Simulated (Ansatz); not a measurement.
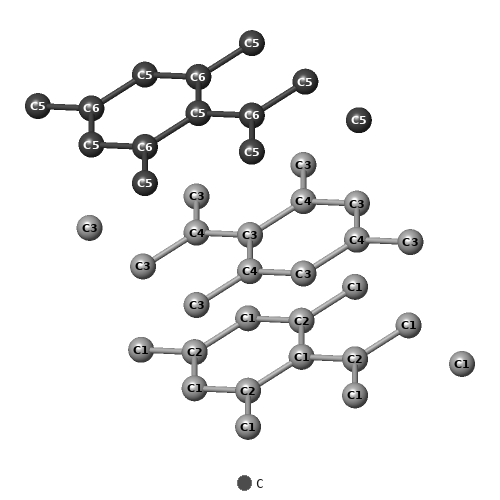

The system is O on a C(001) slab cut from the P6_3/mmc phase (6 atoms of substrate and one adsorbate in a 1 × 1 cell); the picture shows it without the atoms that are moved over the map. One O atom a 1 × 1 cell is placed over a mesh of places on the rigid (0 0 1) surface, and only its height is relaxed. Places are given modulo a cell vector. The map is drawn in real space over the plane of the surface. The grid has 4 × 4 points. Energies are in eV, from the lowest grid point. This mesh misses the points at thirds of the hexagonal cell. With one adsorbate in each 1 × 1 cell, its nearest image is 2.5 Å away, so neighbouring adsorbates interact. All numbers below come from Ansatz 0.2.0, DFT PBE+D3(BJ), scalar-relativistic, plane waves, PAW.

Range: place along a₁ from 0.00 to 0.75; place along a₂ from 0.00 to 0.75.

**What landscape does the calculation give?**

The lowest grid point is at (0/4, 1/4) of the cell vectors [nearest 1 C at 1.43 Å]. The same energy is found at (0/4, 3/4) of the cell vectors [nearest 1 C at 1.43 Å]. The highest grid point, (2/4, 1/4) of the cell vectors [nearest 1 C at 1.80 Å], lies 1.84 eV above the lowest. At the lowest point the adsorbate has 1 C at 1.43 Å as nearest neighbours, at the highest 1 C at 1.80 Å. Its relaxed height above the top atom is 1.29 Å at the lowest and 1.44 Å at the highest point.

```csv
"place along a₂ ↓, place along a₁ →",0/4,1/4,2/4,3/4
3/4,0.00,0.30,0.30,0.00
2/4,1.00,0.30,1.00,1.84
1/4,0.00,0.00,1.84,1.84
0/4,1.03,0.00,1.00,0.00
```

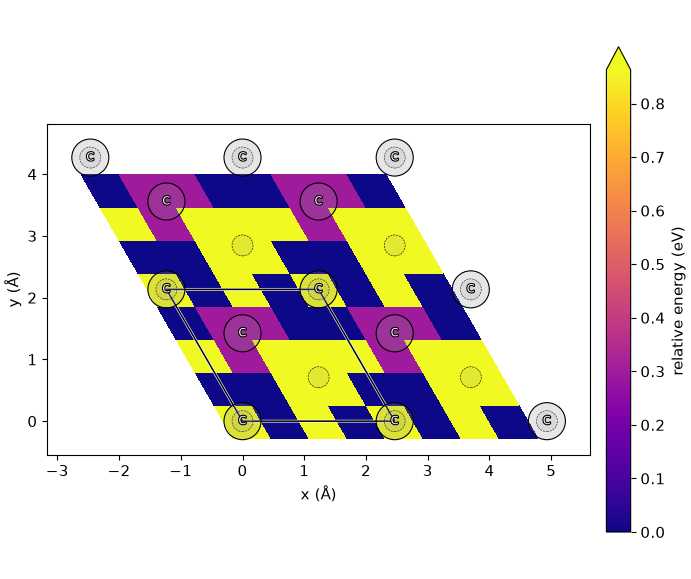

In the figure: one coloured cell a grid point, labelled circles for the atoms of the top layer and small ones for the second layer, the outline of one cell of the 2 × 2 shown, one colour for all values above the top of the scale.
